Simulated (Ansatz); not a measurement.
Crystal: Ga, the input geometry of an electronic-structure calculation (not necessarily at equilibrium); the starting structure was generated, so it need not be a known form of this composition.

```
Ga
1.0
     5.97172    0.00000    0.00000
     0.00000    5.97172    0.00000
     0.00000    0.00000    5.97172
Ga
8
Direct
  0.75000 0.75000 0.75000
  0.00000 0.50000 0.00000
  0.75000 0.25000 0.25000
  0.00000 0.00000 0.50000
  0.25000 0.75000 0.25000
  0.50000 0.50000 0.50000
  0.25000 0.25000 0.75000
  0.50000 0.00000 0.00000
```

What does its first Brillouin zone look like, and which path through it is standard?

It has a face-centred cubic lattice (cF; extended symbol cF2). The zone is a truncated octahedron in its combinatorial type: 14 faces (6 with 4 edges, 8 with 6 edges), 36 edges, 24 vertices. Path: Γ–X–U | K–Γ–L–W–X.

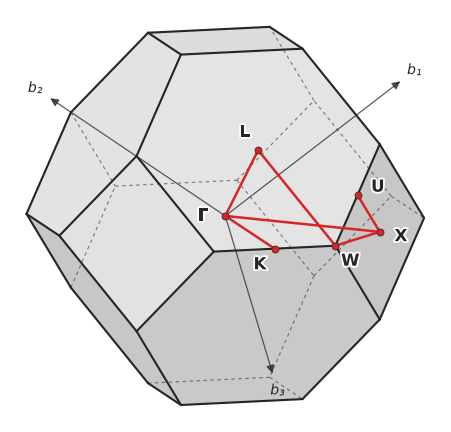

Labels and path follow the convention of Hinuma et al. (2017), as computed by seekpath; the arrows show the directions of the reciprocal primitive vectors b₁, b₂, b₃, in which coordinates are given; lengths include the factor 2π.

| point | k₁ | k₂ | k₃ | length of k (1/Å) |
| --- | --- | --- | --- | --- |
| Γ | 0 | 0 | 0 | 0.000 |
| X | 1/2 | 0 | 1/2 | 1.052 |
| L | 1/2 | 1/2 | 1/2 | 0.911 |
| W | 1/2 | 1/4 | 3/4 | 1.176 |
| K | 3/8 | 3/8 | 3/4 | 1.116 |
| U | 5/8 | 1/4 | 5/8 | 1.116 |
